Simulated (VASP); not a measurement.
AlN: single-point calculation

- system: AlN (I-4m2, 2 atoms in the cell)
- method: DFT, plane waves, PAW, settings varied from a r2SCAN run (VASP 6.6.1)

The structure was built on a prototype by a generator. Some settings of this run were made unusual or wrong on purpose. The geometry comes from this level: r2SCAN (a point of a series of strains).

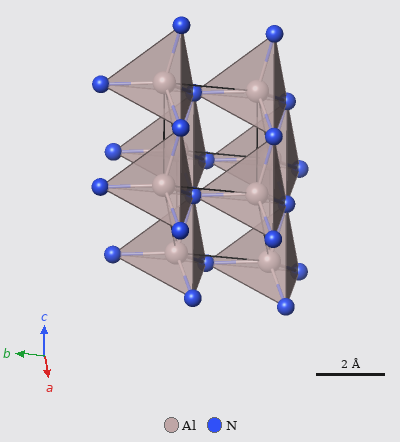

Fig. 1: The structure (polyhedral view of the reduced cell, seen at an oblique angle; polyhedra are completed across the faces of the cell).

**INCAR**
```
ENCUT = 520.000000
EDIFF = 1.00e-07
ALGO = Normal
METAGGA = R2SCAN
PREC = Accurate
IBRION = -1
ISIF = 2
NBANDS = 11
NSW = 0
LASPH = .TRUE.
LCHARG = .FALSE.
LWAVE = .FALSE.
LREAL = .FALSE.
NELM = 66
ISMEAR = -1
SIGMA = 3.0
```

**KPOINTS**
```
KPOINTS created by Atomic Simulation Environment
0
Gamma
10 10 10
0 0 0
```

**POSCAR**
```
Al N
 1.0000000000000000
     0.0000000000000000    2.1848764208000002    2.1848764208000002
     2.1706747241000000    0.0000000000000000    2.1848764208000002
     2.1706747241000000    2.1848764208000002    0.0000000000000000
 Al  N
   1   1
Cartesian
  0.0000000000000000  0.0000000000000000  0.0000000000000000
  1.0853373620500000  1.0924382104000001  1.0924382104000001
```

Run as:
```bash
mpirun -np 1 vasp_std
```

**OSZICAR**
```
N       E                     dE             d eps       ncg     rms          rms(c)
DAV:   1     0.101364074058E+01    0.10136E+01   -0.40011E+03  2276   0.623E+02
DAV:   2    -0.269672703741E+02   -0.27981E+02   -0.26595E+02  2683   0.142E+02
DAV:   3    -0.279137685912E+02   -0.94650E+00   -0.94017E+00  2762   0.248E+01
DAV:   4    -0.279200609463E+02   -0.62924E-02   -0.62749E-02  2562   0.207E+00
DAV:   5    -0.279201874018E+02   -0.12646E-03   -0.12601E-03  2745   0.234E-01    0.710E+00
DAV:   6    -0.242959916486E+02    0.36242E+01   -0.40640E+00  2571   0.108E+01    0.312E+00
DAV:   7    -0.243465737502E+02   -0.50582E-01   -0.27181E-01  2664   0.364E+00    0.192E+00
DAV:   8    -0.243593007852E+02   -0.12727E-01   -0.28763E-02  2373   0.127E+00    0.447E-01
DAV:   9    -0.243577044659E+02    0.15963E-02   -0.64223E-03  2697   0.477E-01    0.952E-02
DAV:  10    -0.243577997211E+02   -0.95255E-04   -0.26762E-04  2514   0.128E-01    0.320E-02
DAV:  11    -0.243577981815E+02    0.15397E-05   -0.53685E-06  2745   0.149E-02    0.162E-02
DAV:  12    -0.243577994994E+02   -0.13180E-05   -0.52328E-06  2469   0.163E-02    0.730E-03
DAV:  13    -0.243577992976E+02    0.20182E-06   -0.34874E-07  1843   0.276E-03    0.149E-03
DAV:  14    -0.243577993102E+02   -0.12606E-07   -0.15983E-07  1386   0.580E-04
   1 F= -.24357799E+02 E0= -.17476676E+02  d E =-.137622E+02
```

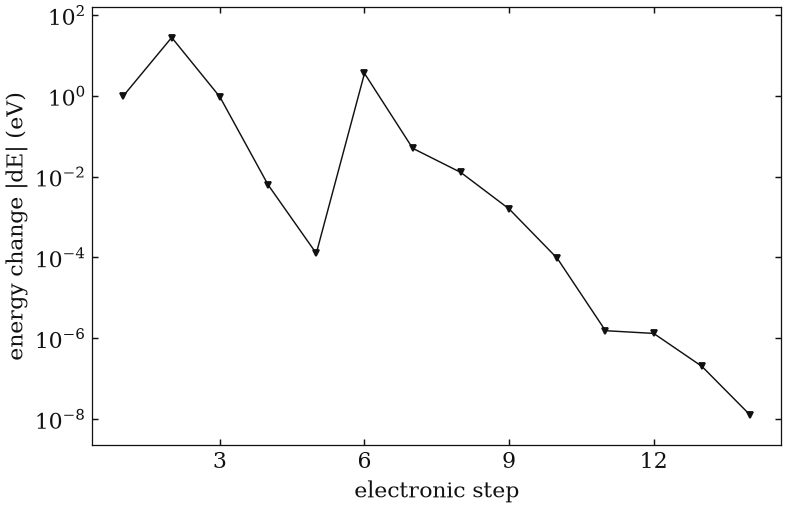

Fig. 2: Convergence of the self-consistent field: energy change |dE| against the electronic step. It takes 14 electronic steps. The density is held fixed in the first few steps, and dE rises again when its update begins.

**Parts of OUTCAR**
```
k-points           NKPTS =    102   k-points in BZ     NKDIM =    102   number of bands    NBANDS=     11

   NELECT =       8.0000    total number of electrons

   dimension x,y,z NGX =    24 NGY =   24 NGZ =   24
   dimension x,y,z NGXF=    48 NGYF=   48 NGZF=   48

  energy-cutoff  :      520.00
  volume of cell :       20.72
      direct lattice vectors                 reciprocal lattice vectors
     0.000000000  2.184876421  2.184876421    -0.230343125  0.228845895  0.228845895
     2.170674724  0.000000000  2.184876421     0.230343125 -0.228845895  0.228845895
     2.170674724  2.184876421  0.000000000     0.230343125  0.228845895 -0.228845895

 k-points in reciprocal lattice and weights: KPOINTS created by Atomic Simulation Env
   0.00000000  0.00000000  0.00000000       0.001
   0.10000000  0.00000000  0.00000000       0.008
   0.20000000  0.00000000  0.00000000       0.008
   0.30000000 -0.00000000 -0.00000000       0.008
   0.40000000 -0.00000000 -0.00000000       0.008
   0.50000000  0.00000000  0.00000000       0.004
   0.10000000  0.10000000  0.00000000       0.004
   0.20000000  0.10000000  0.00000000       0.016
   0.30000000  0.10000000 -0.00000000       0.016
   0.40000000  0.10000000  0.00000000       0.016
   0.50000000  0.10000000 -0.00000000       0.016
  -0.40000000  0.10000000 -0.00000000       0.016
  -0.30000000  0.10000000  0.00000000       0.016
  -0.20000000  0.10000000  0.00000000       0.016
  -0.10000000  0.10000000 -0.00000000       0.008
   0.20000000  0.20000000  0.00000000       0.004
   0.30000000  0.20000000  0.00000000       0.016
   0.40000000  0.20000000  0.00000000       0.016
   0.50000000  0.20000000  0.00000000       0.016
  -0.40000000  0.20000000 -0.00000000       0.016
  -0.30000000  0.20000000  0.00000000       0.016
  -0.20000000  0.20000000 -0.00000000       0.008
   0.30000000  0.30000000  0.00000000       0.004
   0.40000000  0.30000000  0.00000000       0.016
   0.50000000  0.30000000  0.00000000       0.016
  -0.40000000  0.30000000  0.00000000       0.016
  -0.30000000  0.30000000  0.00000000       0.008
   0.40000000  0.40000000  0.00000000       0.004
   0.50000000  0.40000000 -0.00000000       0.016
  -0.40000000  0.40000000  0.00000000       0.008
   0.50000000  0.50000000  0.00000000       0.002
   0.00000000  0.10000000  0.10000000       0.002
   0.20000000  0.10000000  0.10000000       0.004
   0.30000000  0.10000000  0.10000000       0.008
   0.40000000  0.10000000  0.10000000       0.008
   0.50000000  0.10000000  0.10000000       0.008
  -0.40000000  0.10000000  0.10000000       0.008
  -0.30000000  0.10000000  0.10000000       0.008
  -0.20000000  0.10000000  0.10000000       0.008
  -0.10000000  0.10000000  0.10000000       0.008
   0.30000000  0.20000000  0.10000000       0.008
   0.40000000  0.20000000  0.10000000       0.016
   0.50000000  0.20000000  0.10000000       0.016
  -0.40000000  0.20000000  0.10000000       0.016
  -0.30000000  0.20000000  0.10000000       0.016
  -0.20000000  0.20000000  0.10000000       0.016
  -0.10000000  0.20000000  0.10000000       0.008
   0.20000000  0.30000000  0.10000000       0.008
   0.40000000  0.30000000  0.10000000       0.008
   0.50000000  0.30000000  0.10000000       0.016
  -0.40000000  0.30000000  0.10000000       0.016
  -0.30000000  0.30000000  0.10000000       0.016
  -0.20000000  0.30000000  0.10000000       0.008
   0.20000000  0.40000000  0.10000000       0.016
   0.30000000  0.40000000  0.10000000       0.008
   0.50000000  0.40000000  0.10000000       0.008
  -0.40000000  0.40000000  0.10000000       0.016
  -0.30000000  0.40000000  0.10000000       0.008
   0.20000000  0.50000000  0.10000000       0.016
   0.30000000  0.50000000  0.10000000       0.016
   0.40000000  0.50000000  0.10000000       0.008
  -0.40000000  0.50000000  0.10000000       0.004
   0.20000000 -0.40000000  0.10000000       0.008
   0.30000000 -0.40000000  0.10000000       0.016
   0.40000000 -0.40000000  0.10000000       0.016
   0.50000000 -0.40000000  0.10000000       0.004
   0.30000000 -0.30000000  0.10000000       0.016
   0.40000000 -0.30000000  0.10000000       0.008
   0.30000000 -0.20000000  0.10000000       0.008
   0.00000000  0.20000000  0.20000000       0.002
   0.40000000  0.20000000  0.20000000       0.004
   0.50000000  0.20000000  0.20000000       0.008
  -0.40000000  0.20000000  0.20000000       0.008
  -0.30000000  0.20000000  0.20000000       0.008
  -0.20000000  0.20000000  0.20000000       0.008
  -0.10000000  0.20000000  0.20000000       0.008
   0.50000000  0.30000000  0.20000000       0.008
  -0.40000000  0.30000000  0.20000000       0.016
  -0.30000000  0.30000000  0.20000000       0.016
  -0.20000000  0.30000000  0.20000000       0.016
  -0.10000000  0.30000000  0.20000000       0.008
  -0.40000000  0.40000000  0.20000000       0.008
  -0.30000000  0.40000000  0.20000000       0.016
  -0.20000000  0.40000000  0.20000000       0.008
  -0.30000000  0.50000000  0.20000000       0.004
   0.40000000 -0.40000000  0.20000000       0.008
   0.40000000 -0.30000000  0.20000000       0.008
   0.50000000 -0.30000000  0.20000000       0.004
   0.00000000  0.30000000  0.30000000       0.002
  -0.40000000  0.30000000  0.30000000       0.004
  -0.30000000  0.30000000  0.30000000       0.008
  -0.20000000  0.30000000  0.30000000       0.008
  -0.10000000  0.30000000  0.30000000       0.008
  -0.30000000  0.40000000  0.30000000       0.008
  -0.20000000  0.40000000  0.30000000       0.016
  -0.10000000  0.40000000  0.30000000       0.008
  -0.20000000  0.50000000  0.30000000       0.004
   0.00000000  0.40000000  0.40000000       0.002
  -0.20000000  0.40000000  0.40000000       0.004
  -0.10000000  0.40000000  0.40000000       0.008
  -0.10000000  0.50000000  0.40000000       0.004
   0.00000000  0.50000000  0.50000000       0.001

 E-fermi :   8.7109

 k-point     1 :       0.0000    0.0000    0.0000
  band No.  band energies     occupation
      1     -10.7004      1.99691
      2       4.9169      1.55966
      3       4.9169      1.55966
      4       4.9435      1.55660
      5      10.0686      0.77750
      6      19.2271      0.05832
      7      19.2346      0.05818
      8      19.2346      0.05818
      9      24.1826      0.01145
     10      24.3990      0.01066
     11      25.9127      0.00645

 k-point     2 :       0.1000    0.0000    0.0000
  band No.  band energies     occupation
      1     -10.5595      1.99676
      2       4.1837      1.63785
      3       4.8677      1.56527
      4       4.8893      1.56281
      5      10.6963      0.68068
      6      18.8107      0.06671
      7      19.3631      0.05581
      8      19.3716      0.05565
      9      22.9834      0.01703
     10      23.1473      0.01613
     11      25.1634      0.00827

 k-point     3 :       0.2000    0.0000    0.0000
  band No.  band energies     occupation
      1     -10.1617      1.99630
      2       2.6500      1.76583
      3       4.7439      1.57914
      4       4.7746      1.57573
      5      11.8689      0.51743
      6      17.8958      0.08944
      7      19.2273      0.05831
      8      19.3045      0.05688
      9      22.5218      0.01983
     10      22.5844      0.01943
     11      24.2637      0.01115

 k-point     4 :       0.3000   -0.0000   -0.0000
  band No.  band energies     occupation
      1      -9.5944      1.99553
      2       1.0605      1.85516
      3       4.6003      1.59482
      4       4.6418      1.59034
      5      12.8699      0.40000
      6      16.9442      0.12080
      7      18.4877      0.07402
      8      18.6112      0.07114
      9      23.6764      0.01354
     10      23.6990      0.01344
     11      24.0943      0.01179

 k-point     5 :       0.4000   -0.0000   -0.0000
  band No.  band energies     occupation
      1      -9.0444      1.99464
      2      -0.1621      1.90125
      3       4.4910      1.60647
      4       4.5406      1.60122
      5      13.5028      0.33672
      6      16.1924      0.15258
      7      17.8546      0.09062
      8      17.9851      0.08693
      9      24.5350      0.01019
     10      25.6196      0.00711
     11      25.6598      0.00701

 [... the levels of 96 k-points are left out ...]

 k-point   102 :       0.0000    0.5000    0.5000
  band No.  band energies     occupation
      1      -8.2045      1.99291
      2       0.3441      1.88415
      3       3.2316      1.72268
      4       3.2316      1.72268
      5       9.3358      0.89623
      6      15.0986      0.21258
      7      20.4331      0.03939
      8      22.3873      0.02073
      9      22.3873      0.02073
     10      30.4226      0.00144
     11      31.0814      0.00115

  Total        5.9223853      5.9015625      5.9015625      0.0000000      0.0000000      0.0000000
  in kB      457.8558209    456.2460224    456.2460224      0.0000000      0.0000000      0.0000000
  external PRESSURE =     456.7826219 kB  Pullay stress =       0.0000000 kB

 POSITION                                       TOTAL-FORCE (eV/Angst)
 -----------------------------------------------------------------------------------
      0.00000      0.00000      0.00000        -0.000000     -0.000000     -0.000000
      1.08534      1.09244      1.09244         0.000000      0.000000      0.000000
 -----------------------------------------------------------------------------------
    total drift:                               -0.000000     -0.000001     -0.000001

  FREE ENERGIE OF THE ION-ELECTRON SYSTEM (eV)
  ---------------------------------------------------
  free  energy   TOTEN  =       -24.3577993102 eV

  energy  without entropy=      -10.5955528975  energy(sigma->0) =      -17.47667610
```

**Outcome**

- outcome: converged
- space group (tolerance 0.01 Å): I-4m2 (119)
- electrons treated: 8
- free energy: −24.3578 eV
- Fermi energy: 8.711 eV
- band gap: 4.39 eV
- pressure: 45.68 GPa
- largest force (length of the vector): under 0.001 eV/Å
- hardware: 1 CPU thread, shared host
- wall time: 56 s
- peak memory: 0.15 GiB

Some settings of this run were drawn to be unusual or wrong (NELM = 66; ISMEAR = -1; SIGMA = 3.0). It converged; results that depend on the unusual settings are not reference values.
